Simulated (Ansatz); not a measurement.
# AlN (P6_3mc): the G0W0 gap against the k mesh

How dense a mesh does GW need for AlN (P6_3mc), and how does the time grow?

Program: Ansatz 0.2.0. Level of theory: G0W0 on PBE, plane waves, PAW; PAW set soft_1. Results are calculated unless marked as measured.

The database entry behind the starting cell differs from later determinations by our own check (inner coordinate u about 0.002 short), so it need not match the best structure at ambient conditions.

### Step 1. The structure

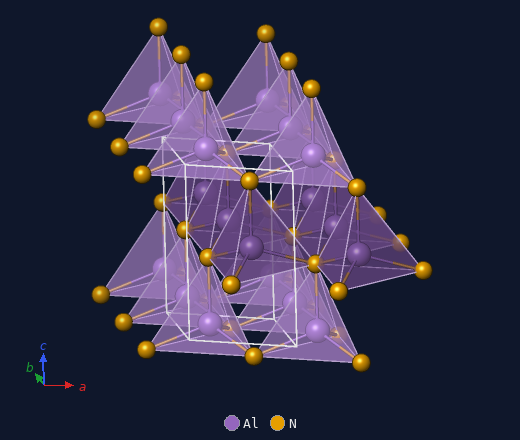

The cell as given, slightly off an axis (aluminium purple, nitrogen orange). 2×3×1 cells are drawn. Some periodic images of atoms are drawn too.

The cell and positions come from the Crystallography Open Database and are kept as given unless a step says otherwise.

### Step 2. The 6×6×2 mesh

G0W0 replaces the xc potential by the self-energy, built once from these orbitals. Only a window of levels is corrected, while the sums run over the empty bands that the input names. This step takes PAW set soft_1 files.

The input, input.yaml:

```yaml
crystal:
  lattice:
    - [3.113, 0.0, 0.0]
    - [-1.5565, 2.695937082, 0.0]
    - [0.0, 0.0, 4.981]
  atoms:
    - { symbol: Al, position: [0.3333333333, 0.6666666667, 0.0] }
    - { symbol: Al, position: [0.6666666667, 0.3333333333, 0.5] }
    - { symbol: "N", position: [0.3333333333, 0.6666666667, 0.38] }
    - { symbol: "N", position: [0.6666666667, 0.3333333333, 0.88] }
kpoints:
  mp_grid: { grid: [6, 6, 2] }
hamiltonian:
  xc: pbe
  pseudopotentials: { kind: paw, azcp: { folder: soft_1 } }
scf:
  occupations: { method: fixed }
gw:
  n_empty_bands: 94
  ecut_chi: 100
  qp_bands: [v2, c2]
  qp_kpoints: band_edges
  screening: { model: contour_deformation }
```

Command:

```sh
$ ansatz run input.yaml --threads 3 --pin off --max-ram 92160MiB --backend cuda --events-out ev --progress --plain --runs-dir out --devices 1 --max-vram 13GiB
```

Numbers of over 12 decimals in the logs are rounded to 6 here.

The program printed:

```text
GPUs: using 1 of 1 available (devices: 1).
Engine: ansatz 0.2.0, x86_64-unknown-linux-gnu
Pseudopotentials: kind: paw
Pseudopotential: Al, paw, valence charge 3, recommended cutoff 420 eV (normal), soft_1/Al.paw.azcp
Pseudopotential: N, paw, valence charge 5, recommended cutoff 420 eV (normal), soft_1/N.paw.azcp
Functional definition: PBE
  parameter kappa = 0.804
  parameter beta = 0.066725
  exchange = pbe_x(kappa = kappa, mu = beta*pi^2/3)
  correlation = pbe_c(beta = beta)
device memory: the entry about to start is reckoned to put 0.8 GiB on a device that reports 48.0 GiB free (of which the cap on the GPU budget leaves the run 13.0 GiB)
GPU FFT provider: cuFFT
GPU libraries: cuBLAS 13.8.2, cuFFT 12.4.0, cuSOLVER 12.3.4
Crystal: 4 atoms, lattice volume = 41.803 Å³
Basis set: ecut = 420 eV, 809 PW (Γ)
Bands: 12, of which v1, the nominal top of the filled ones, is band 8 counted from 1 (7 counted from 0)
Symmetry: 12 space group operations
Space group: P63mc (ITA 186), of the structure as read, at distance tolerance 3.5e-5 Å
k-points: 14 of 72
Non-local potential: Al, projectors of the file, l = 0: 2, l = 1: 2, l = 2: 1
Non-local potential: N, projectors of the file, l = 0: 2, l = 1: 2, l = 2: 1
PAW form: soft (Blöchl's): semilocal exchange-correlation on the pseudo side does not see the compensation charge
PAW one-centre angular grid: Al, 110 points (default); XC on 64 Gauss nodes
PAW one-centre angular grid: N, 110 points (default); XC on 64 Gauss nodes
Initial density: superposition of atomic densities (chi_scale 0.1, normalization cell, long waves kept (reshape's long-wave potential 0.00 eV rms))
Initial wavefunctions: pseudopotential atomic-orbital guess
GPU buffer pool allocated for 20736 grid points (all kernels)
GPU transforms: local potential and band sums: pruned to the plane-wave sphere, on 24×24×36
Functional: x = pbe(κ = 0.804, μ = 0.219515), c = pbe(β = 0.066725)
SCF iter   1: F=—  HF=-1851.407074 eV  |F-HF|=—  |Δ(HF+E_count)|=         —  Δρ=1.39e-1  dr2=9.83e0  ethr=3.10e-3  ⟨swp⟩=4.9  Hψ=895  notcnv=0  defer=10
preconditioner: auto → none  [insulator: Δε(μ)=5.473 eV  Ē_g=14.255 eV  n_scr=2 (ndim 8)  ℏωp=23.0 eV  f_vac=0.000  ε∞_Penn≈3.6]
SCF iter   2: F=—  HF=-1848.927994 eV  |F-HF|=—  |Δ(HF+E_count)|=    2.48e0  Δρ=7.66e-2  dr2=1.45e0  ethr=3.10e-3  ⟨swp⟩=3.1  Hψ=514  notcnv=0  defer=25
SCF iter   3: F=—  HF=-1848.520487 eV  |F-HF|=—  |Δ(HF+E_count)|=   4.08e-1  Δρ=2.33e-2  dr2=1.15e-1  ethr=3.10e-3  ⟨swp⟩=2.2  Hψ=390  notcnv=0  defer=26
SCF iter   4: F=—  HF=-1848.508182 eV  |F-HF|=—  |Δ(HF+E_count)|=   1.23e-2  Δρ=1.37e-3  dr2=4.07e-4  ethr=7.17e-4  ⟨swp⟩=2.0  Hψ=204  notcnv=0  defer=28
SCF iter   5: F=—  HF=-1848.508043 eV  |F-HF|=—  |Δ(HF+E_count)|=   1.38e-4  Δρ=3.67e-4  dr2=1.40e-5  ethr=2.54e-6  ⟨swp⟩=2.0  Hψ=266  notcnv=0  defer=28
SCF iter   6: F=—  HF=-1848.508049 eV  |F-HF|=—  |Δ(HF+E_count)|=   5.28e-6  Δρ=2.77e-5  dr2=2.03e-7  ethr=8.75e-8  ⟨swp⟩=2.0  Hψ=280  notcnv=0  defer=1
SCF iter   7: F=-1848.508049 eV  HF=-1848.508049 eV  |F-HF|=1.82e-9  |Δ(HF+E_count)|=   6.78e-8  Δρ=2.83e-6  dr2=1.85e-9  ethr=6.25e-10  ⟨swp⟩=4.1  Hψ=727  notcnv=0
SCF 1 converged in 7 iterations: F = -1848.508049 eV  dr2 = 1.85e-9
[...]
device memory: the entry about to start is reckoned to put 1.3 GiB on a device that reports 47.4 GiB free (of which the cap on the GPU budget leaves the run 13.0 GiB)
NSCF: frozen V_eff on 14 k-points
[...]
device memory: the entry about to start is reckoned to put 2.0 GiB on a device that reports 46.6 GiB free (of which the cap on the GPU budget leaves the run 13.0 GiB)
NSCF: frozen V_eff on 14 k-points
G₀W₀ screening: q 1/14
[... further progress lines ...]
SCF converged after 7 iterations
Free energy (F): -1848.508049 eV
Harris-Foulkes:  -1848.508049 eV  (|F-HF|=1.82e-9)
Internal energy: -1848.508049 eV  (E = F + TS)
E sigma→0 (E₀):  -1848.508049 eV
Fermi energy:    7.112221 eV
--- Per-component energies (eV) ---
  E_band       = 30.288186
  E_kinetic    = 313.411556
  E_local      = -420.944567  (includes V_loc(G=0)·N_el)
  E_nonlocal   = 89.103105
  E_hartree    = 155.481626
  E_xc         = -198.149517
  E_vxc        = -214.038368  (∫ρ·V_xc dr)
  E_paw        = -1195.748764  (= ΣΔE_a)
  E_vpaw       = -48.208844  (= ΣTr[D̂ρ^β])
  E_aug_tail   = 0.001782  (compensation charges beyond the density's cutoff)
  E_ewald      = -591.663270
  E_smearing   = -0.000000  (= −TS)
  E_closure    = 0.000000  (closes the sum)
  Σ components = -1848.508049   (vs F -1848.508049, Δ=0.00e0)
--- Band table (eV; the first three rows and the last of 14) ---
  k-point 0: bands = [... 4 lower, 6.2845, 6.9330, 6.9330, 7.1122, 11.3259, 13.7812, 17.7272, 18.2821]
  k-point 1: bands = [... 4 lower, 6.5991, 6.5991, 6.5991, 6.5991, 13.5799, 13.5799, 17.4643, 17.4643]
  k-point 2: bands = [... 4 lower, 5.6450, 5.8936, 6.8545, 6.9420, 12.6096, 14.8408, 16.2977, 16.9064]
  k-point 13: bands = [... 4 lower, 3.2960, 3.2960, 6.3356, 6.3356, 14.5445, 14.5445, 14.9798, 14.9798]
--- G₀W₀: contour deformation, 6 samples at zero and on the imaginary axis and 1 off it, 72 q-points, 94 empty bands' worth ---
  eigenvalues of the whole cell's RPA ε∞ on this k-mesh (on a slab, of 1 + 4πα/V) = 4.2417, 4.2417, 4.4014; static W/v taken at q = 0 is 0.230809
  bands read: the sum over 102 bands ends inside a degenerate multiplet in 1 slot, whose members it reads at an even weight; the widest, k=0: bands 102 to 103 (counted from 1) at 1/2 each
  gw.qp_kpoints: band_edges: 12 of 14 stored k-points solved, in 1 pass; an edge of the gap read off the rows below is read off those points alone
    valence top: of the k-points left out ik 8 came nearest to being solved in a further pass, in band 8 (counted from 1, as in the quasiparticle table): it holds the edge there only if its correction is more favourable than any solved in that band by at least 0.587 eV; those differ by 0.296 eV
    conduction bottom: of the k-points left out ik 9 came nearest to being solved in a further pass, in band 9 (counted from 1, as in the quasiparticle table): it holds the edge there only if its correction is more favourable than any solved in that band by at least 2.182 eV; those differ by 0.496 eV
    ik  band        ε_KS         Σx   Σc(E_QP)       V_xc       Z   E_QP_lin       E_QP  E_QP is
     0     7      6.9330   -21.6975     3.3224   -17.6723  0.7844     6.2257     6.2302  root
     0     8      7.1122   -21.8832     3.3795   -17.8131  0.7828     6.4172     6.4217  root
     0     9     11.3259    -9.7611    -3.8414   -14.4587  0.8177    12.1871    12.1821  root
     0    10     13.7812    -7.9534    -4.3336   -13.2049  0.8238    14.7057    14.6990  root
     1     7      6.5991   -21.7090     3.4262   -17.5255  0.7828     5.8363     5.8418  root
     1     8      6.5991   -21.7090     3.4262   -17.5255  0.7828     5.8363     5.8418  root
     1     9     13.5799    -9.3836    -4.2414   -14.6350  0.8100    14.5983    14.5898  root
     1    10     13.5799    -9.3836    -4.2414   -14.6350  0.8100    14.5983    14.5898  root
     2     7      6.8545   -21.7844     3.3626   -17.7070  0.7838     6.1349     6.1396  root
     2     8      6.9420   -21.8269     3.3975   -17.7166  0.7824     6.2245     6.2293  root
     2     9     12.6096   -10.0764    -3.9637   -15.0061  0.8096    13.5827    13.5755  root
     2    10     14.8408    -7.8978    -4.4945   -13.3808  0.8171    15.8379    15.8293  root
     3     7      6.3422   -21.5783     3.4674   -17.3129  0.7818     5.5379     5.5442  root
     3     8      6.3422   -21.5783     3.4674   -17.3129  0.7818     5.5379     5.5442  root
[...]
12    10     15.4789    -7.6689    -4.7029   -13.4153  0.7940    16.5354    16.5225  root
    13     7      6.3356   -21.7932     3.5247   -17.4711  0.7801     5.5318     5.5382  root
    13     8      6.3356   -21.7932     3.5247   -17.4711  0.7801     5.5318     5.5382  root
    13     9     14.5445    -6.8382    -4.4919   -12.2058  0.8059    15.4278    15.4201  root
    13    10     14.5445    -6.8382    -4.4919   -12.2058  0.8059    15.4278    15.4201  root
```

The job ended after 9.6 s (1 × NVIDIA H100 80GB HBM3 (shared by 6 runs) with 3 threads of AMD EPYC 7R13 (Zen 3), shared host; peak memory 1 GiB).

Reading the cycles: dr2 is the Hartree energy of the density residual (eV), the measure of convergence; HF is the Harris–Foulkes estimate of the energy, which meets the free energy F at convergence.

This step gave:

* bands summed: 102
* RPA ε∞ on this mesh (eigenvalues): 4.242, 4.242, 4.401
* plane waves in the screening matrix: 99
* q-points in the mesh: 72
* G0W0 gap on the mesh: 5.760 eV
* k of the valence top: 0, 0, 0
* k of the conduction bottom: 0, 0, 0
* starting gap on the mesh: 4.214 eV
* Z at the valence top: 0.7828
* Z at the conduction bottom: 0.8177
* least direct G0W0 gap on the computed points: 5.760 eV

The gap on the mesh goes from 4.21 eV to 5.76 eV, a correction of +1.55 eV. Between the two edge states, bare exchange in place of the xc potential would open the gap by 8.77 eV, and correlation takes back 7.22 eV.

### Step 3. The 6×6×4 mesh

A second mesh at equal bands and cutoff isolates the sampling error.

Changes to input.yaml since step 2:

```diff
@@ -11,3 +11,3 @@
 kpoints:
-  mp_grid: { grid: [6, 6, 2] }
+  mp_grid: { grid: [6, 6, 4] }
 hamiltonian:
```

The program printed:

```text
GPUs: using 1 of 1 available (devices: 1).
[...]
GPU FFT provider: cuFFT
GPU libraries: cuBLAS 13.8.2, cuFFT 12.4.0, cuSOLVER 12.3.4
Crystal: 4 atoms, lattice volume = 41.803 Å³
Basis set: ecut = 420 eV, 809 PW (Γ)
Bands: 12, of which v1, the nominal top of the filled ones, is band 8 counted from 1 (7 counted from 0)
[... 1 set-up line as in the run before ...]
[...]
k-points: 21 of 144 (time reversal used)
[...]
GPU buffer pool allocated for 20736 grid points (all kernels)
[...]
SCF iter   1: F=—  HF=-1851.407366 eV  |F-HF|=—  |Δ(HF+E_count)|=         —  Δρ=1.39e-1  dr2=9.84e0  ethr=3.10e-3  ⟨swp⟩=4.8  Hψ=1366  notcnv=0  defer=10
[...]
SCF iter   7: F=-1848.508205 eV  HF=-1848.508205 eV  |F-HF|=1.96e-9  |Δ(HF+E_count)|=   7.05e-8  Δρ=2.65e-6  dr2=1.58e-9  ethr=6.25e-10  ⟨swp⟩=4.1  Hψ=1133  notcnv=0
SCF 1 converged in 7 iterations: F = -1848.508205 eV  dr2 = 1.58e-9
[...]
0     7      6.9331   -21.7172     3.3367   -17.6723  0.7845     6.2204     6.2249  root
     0     8      7.1126   -21.7778     3.2893   -17.8132  0.7846     6.4332     6.4373  root
     0     9     11.3260    -9.8000    -3.8038   -14.4586  0.8187    12.1856    12.1808  root
     0    10     13.7812    -7.9362    -4.3423   -13.2051  0.8241    14.7145    14.7078  root
     1     7      6.8333   -21.7205     3.3677   -17.6285  0.7840     6.1042     6.1090  root
     1     8      6.8333   -21.7205     3.3677   -17.6285  0.7840     6.1042     6.1090  root
     1     9     12.2816   -10.1396    -3.8648   -14.9413  0.8124    13.2248    13.2185  root
     1    10     13.8987    -8.2310    -4.3634   -13.5497  0.8200    14.8613    14.8540  root
[...]
20     7      6.3358   -21.7364     3.4741   -17.4712  0.7813     5.5385     5.5447  root
    20     8      6.3358   -21.7364     3.4741   -17.4712  0.7813     5.5385     5.5447  root
    20     9     14.5445    -6.8458    -4.4833   -12.2056  0.8062    15.4287    15.4211  root
    20    10     14.5445    -6.8458    -4.4833   -12.2056  0.8062    15.4287    15.4211  root
[key lines of the parts left out:]
SCF converged after 7 iterations
Free energy (F): -1848.508205 eV
Fermi energy:    7.112566 eV
```

It took 14 s on 1 × NVIDIA H100 80GB HBM3 (shared by 6 runs) with 3 threads; peak memory 1 GiB.

Numbers from this step:

* bands summed: 102
* RPA ε∞ on this mesh (eigenvalues): 4.230, 4.230, 4.382
* plane waves in the screening matrix: 99
* q-points in the mesh: 144
* G0W0 gap on the mesh: 5.744 eV
* k of the valence top: 0, 0, 0
* k of the conduction bottom: 0, 0, 0
* starting gap on the mesh: 4.213 eV
* Z at the valence top: 0.7846
* Z at the conduction bottom: 0.8187
* least direct G0W0 gap on the computed points: 5.744 eV

Against the run with 6×6×2 mesh, 94 empty bands, screening to 100 eV, PAW set soft_1 files, the gap moves by −0.017 eV.

### Step 4. The 9×9×4 mesh

Changes to input.yaml since step 3:

```diff
@@ -11,3 +11,3 @@
 kpoints:
-  mp_grid: { grid: [6, 6, 4] }
+  mp_grid: { grid: [9, 9, 4] }
 hamiltonian:
```

The program printed:

```text
GPUs: using 1 of 1 available (devices: 1).
[...]
GPU FFT provider: cuFFT
GPU libraries: cuBLAS 13.8.2, cuFFT 12.4.0, cuSOLVER 12.3.4
Crystal: 4 atoms, lattice volume = 41.803 Å³
Basis set: ecut = 420 eV, 809 PW (Γ)
Bands: 12, of which v1, the nominal top of the filled ones, is band 8 counted from 1 (7 counted from 0)
[... 1 set-up line as in the run before ...]
[...]
k-points: 36 of 324 (time reversal used)
[...]
1    10     13.8983    -8.2564    -4.3390   -13.5502  0.8207    14.8603    14.8530  root
[...]
35     7      6.3351   -21.7318     3.4686   -17.4713  0.7815     5.5371     5.5432  root
    35     8      6.3351   -21.7318     3.4686   -17.4713  0.7815     5.5371     5.5432  root
    35     9     14.5441    -6.8473    -4.4795   -12.2058  0.8063    15.4307    15.4230  root
    35    10     14.5441    -6.8473    -4.4795   -12.2058  0.8063    15.4307    15.4230  root
[key lines of the parts left out:]
SCF converged after 7 iterations
Free energy (F): -1848.509576 eV
Fermi energy:    7.111767 eV
```

Run time: 31 s. Hardware: 1 × NVIDIA H100 80GB HBM3 (shared by 6 runs) with 3 threads; peak memory 1.1 GiB; 49 s of CPU time.

Numbers from this step:

```
bands summed                                 : 102
RPA ε∞ on this mesh (eigenvalues)            : 4.180, 4.180, 4.378
plane waves in the screening matrix          : 99
G0W0 gap on the mesh                         : 5.742 eV
k of the valence top                         : 0, 0, 0
k of the conduction bottom                   : 0, 0, 0
starting gap on the mesh                     : 4.214 eV
least direct G0W0 gap on the computed points : 5.742 eV
```

Against the run with 6×6×4 mesh, 94 empty bands, screening to 100 eV, PAW set soft_1 files, the gap moves by −0.001 eV.

### Step 5. The 12×12×6 mesh

Changes to input.yaml since step 4:

```diff
@@ -11,3 +11,3 @@
 kpoints:
-  mp_grid: { grid: [9, 9, 4] }
+  mp_grid: { grid: [12, 12, 6] }
 hamiltonian:
```

The program printed:

```text
GPUs: using 1 of 1 available (devices: 1).
[...]
GPU FFT provider: cuFFT
GPU libraries: cuBLAS 13.8.2, cuFFT 12.4.0, cuSOLVER 12.3.4
Crystal: 4 atoms, lattice volume = 41.803 Å³
Basis set: ecut = 420 eV, 809 PW (Γ)
Bands: 12, of which v1, the nominal top of the filled ones, is band 8 counted from 1 (7 counted from 0)
[... 1 set-up line as in the run before ...]
[...]
k-points: 76 of 864 (time reversal used)
[...]
1    10     13.8474    -8.0815    -4.3247   -13.3453  0.8233    14.7933    14.7865  root
[...]
75     7      6.3351   -21.7232     3.4613   -17.4713  0.7817     5.5383     5.5444  root
    75     8      6.3351   -21.7232     3.4613   -17.4713  0.7817     5.5383     5.5444  root
    75     9     14.5440    -6.8483    -4.4780   -12.2058  0.8064    15.4312    15.4235  root
    75    10     14.5440    -6.8483    -4.4780   -12.2058  0.8064    15.4312    15.4235  root
[key lines of the parts left out:]
SCF converged after 7 iterations
Free energy (F): -1848.509524 eV
Fermi energy:    7.111759 eV
```

The job ended after 100 s (1 × NVIDIA H100 80GB HBM3 (shared by 6 runs) with 3 threads; peak memory 1.3 GiB).

Numbers from this step:

```yaml
bands_summed: 102
rpa_eps_infinity_on_this_mesh_eigenvalues: 4.177, 4.177, 4.377
plane_waves_in_the_screening_matrix: 99
g0w0_gap_on_the_mesh: 5.737 eV
k_of_the_valence_top: 0, 0, 0
k_of_the_conduction_bottom: 0, 0, 0
starting_gap_on_the_mesh: 4.214 eV
least_direct_g0w0_gap_on_the_computed_points: 5.737 eV
```

Against the run with 9×9×4 mesh, 94 empty bands, screening to 100 eV, PAW set soft_1 files, the gap moves by −0.006 eV.

### Step 6. The meshes together

Times are wall times on 1 × NVIDIA H100 80GB HBM3 (shared by 6 runs) with 3 threads of AMD EPYC 7R13 (Zen 3), shared host, good to a factor of about two.

| mesh | points | irreducible | start (eV) | G0W0 (eV) | shift (eV) | RPA ε∞ (mean) | time |
| --- | --- | --- | --- | --- | --- | --- | --- |
| 6×6×2 | 72 | 14 | 4.214 | 5.760 | +1.547 | 4.29 | 9.6 s |
| 6×6×4 | 144 | 21 | 4.213 | 5.744 | +1.530 | 4.28 | 14 s |
| 9×9×4 | 324 | 36 | 4.214 | 5.742 | +1.529 | 4.25 | 31 s |
| 12×12×6 | 864 | 76 | 4.214 | 5.737 | +1.523 | 4.24 | 100 s |

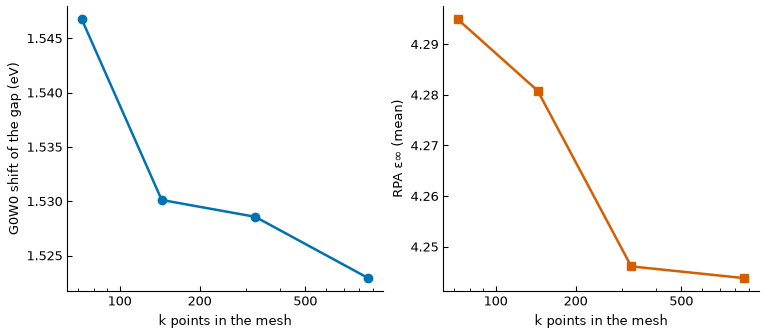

Shift and screening against the mesh.

### Step 7. Summary of results

| Item | Value |
| --- | --- |
| 6×6×2 | 5.760 eV (shift +1.547) |
| 6×6×4 | 5.744 eV (shift +1.530) |
| 9×9×4 | 5.742 eV (shift +1.529) |
| 12×12×6 | 5.737 eV (shift +1.523) |
| settings | PBE start, 94 empty bands, 100 eV |

What this shows: The shift is +1.55 eV on 6×6×2 and +1.52 eV on 12×12×6; the last step moves it by −0.006 eV. The RPA ε∞ (mean) ranges from 4.24 to 4.29 and ends at 4.24. From 72 to 864 points the time grows 10-fold. Bands and cutoff are modest here, so the values stand off the basis limit.

[Paths, hosts, dates, memory and timing lines, banners, echoed tables and standing remarks are left out of the program output.]

[Logs are printed without paths, hosts, clocks, repeated set-up lines and the standing remarks that a program may print on its own settings, such as how far it seeks lower states.]

[Runs of the session that timed out or met a known fault of the program may be left out.]

[Cells called generated may have been cut or substituted from an entry of the Crystallography Open Database or the Materials Project.]

[Hosts, paths, dates, database ids (printed as entryN), source tags and the programs' standing remarks are cut or masked in the printed files.]
